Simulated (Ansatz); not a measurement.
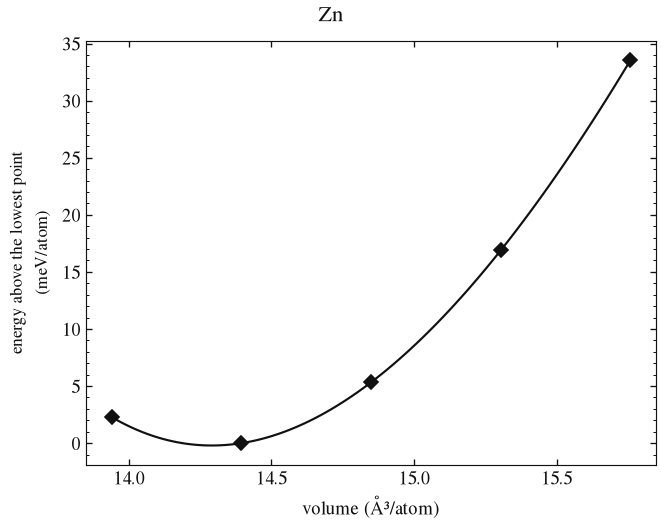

The picture above shows the energy above the lowest point against volume for Zn, space group Fm-3m (No. 225) (one of a set of cubic test structures, which need not be the stable phase).

Calculation (Ansatz 0.2.0 development build): equation of state of a cubic crystal from periodic Kohn-Sham density functional theory without spin, third-order Birch-Murnaghan fit to the free energies; pressure corrected for the finite basis. Level: r2SCAN.

```json
{"setting": "structure type", "value": "fcc"}
{"setting": "atoms in cell", "value": "1"}
{"setting": "space group number", "value": "225"}
{"setting": "lattice centring", "value": "face-centred primitive"}
{"setting": "k mesh", "value": "15×15×15"}
{"setting": "occupation method", "value": "Fermi–Dirac"}
{"setting": "occupation width", "value": "0.1 eV"}
{"setting": "wave cutoff", "value": "500 eV"}
{"setting": "datasets", "value": "soft-1 PAW"}
{"setting": "density tolerance", "value": "1e-07 eV"}
{"setting": "bands", "value": "10"}
{"setting": "density cutoff ratio", "value": "4"}
{"setting": "search for lower states", "value": "default"}
```

From this curve and the settings, what does the calculation give for the pressure at the same points?

The pressure falls from 2.328 GPa at volume 13.94 Å³/atom to −6.646 GPa at 15.76 Å³/atom, and changes sign near 14.30 Å³/atom.

```tsv
volume (Å³/atom)	pressure (GPa)
13.94	2.328
14.39	-0.630
14.85	-3.050
15.30	-5.032
15.76	-6.646
```

Limits of the calculation: cubic model structure, not the ambient form.
